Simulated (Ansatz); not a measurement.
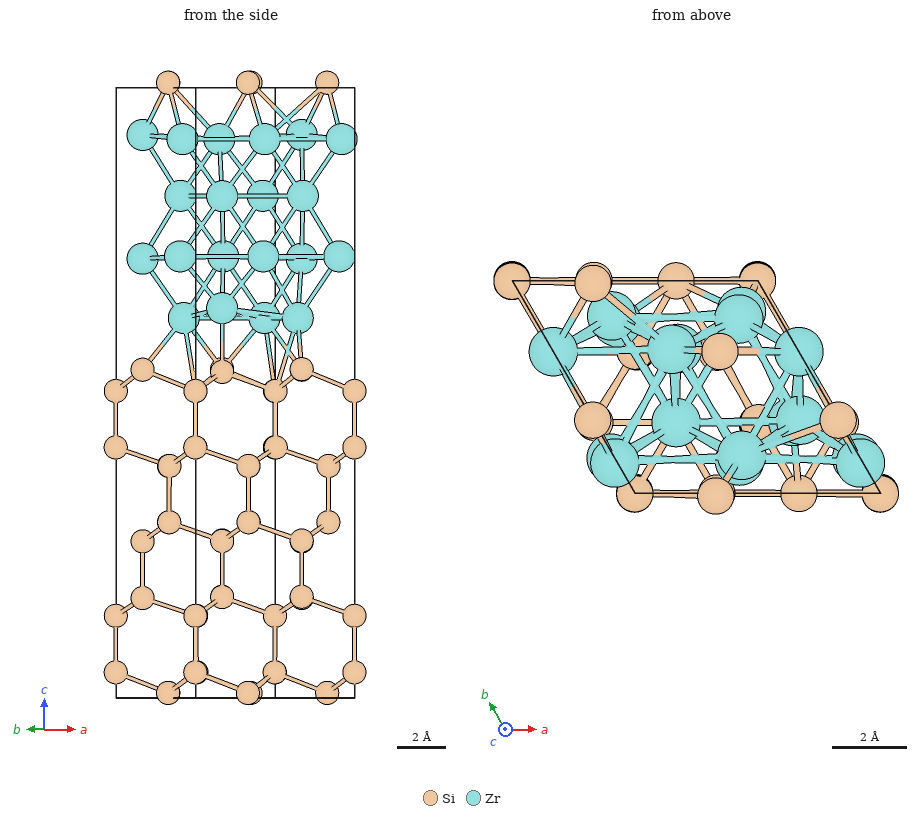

A ball-and-stick picture of a periodic stack of two materials, seen from the side and from above; the box is the simulation cell in a reduced setting, and 1×1 cells are drawn in the plane (a layer on the cell's face shows at both ends).

Describe the two parts of the stack.

Si (1 1 1) (Fd-3m, 30 atoms) and Zr (0 0 1) (P6_3/mmc, 16 atoms).

Give the in-plane cell and the period of the stack.

The in-plane vectors are 6.70 and 6.70 Å long, those of Si, to which Zr is strained; the stack repeats after 25.7 Å.

The atoms and the stacking vector were relaxed with DFT PBE, scalar-relativistic, plane waves, PAW in Ansatz 0.2.0, the in-plane cell held. The two parents, named as they started, are listed structures, not always the stable forms, and thin layers can change their stacking on relaxation.
